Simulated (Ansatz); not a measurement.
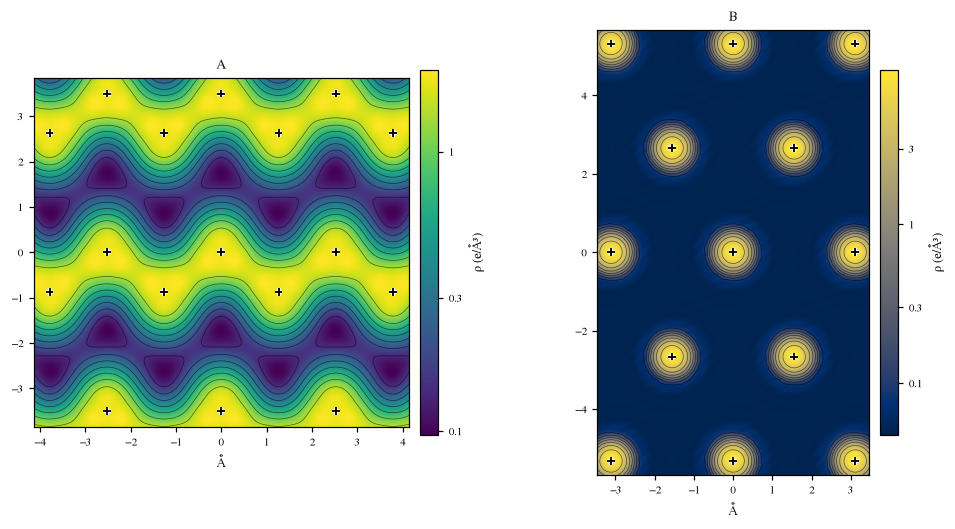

The valence pseudo-density of 2 systems, each on a plane through atoms (crosses mark nuclei in the plane).

All numbers below come from Ansatz, DFT, LDA, PAW with Ansatz's default frozen-core files, scalar-relativistic.

System 1: Li, the (101̄) plane of the conventional cell. Space group I4/mmm; changed on purpose from its base cell (zz strain of -2 %, PAW files); computed without spin polarisation.

System 2: C, the (010) plane of the conventional cell. Space group I4₁/amd; changed on purpose from its base cell (zz strain of -2 %, PAW files); computed pressure about −4 GPa in this cell.

```
C
1.0
     1.78340   -1.78340    0.00000
     1.78340    1.78340    0.00000
     0.00000    0.00000    3.49546
C
4
Direct
  0.50000 0.50000 0.00000
  0.00000 0.00000 0.50000
  0.50000 0.00000 0.25000
  0.00000 0.50000 0.75000
```

### Match each panel to its system.

Panel A is system 2, C: the plane holds C. C–C (1.53 Å): ρ at the midpoint is about 1.6 e/Å³. Panel B is system 1, Li: the plane holds Li. Li–Li (3.08 Å): ρ at the midpoint is about 0.05 e/Å³.
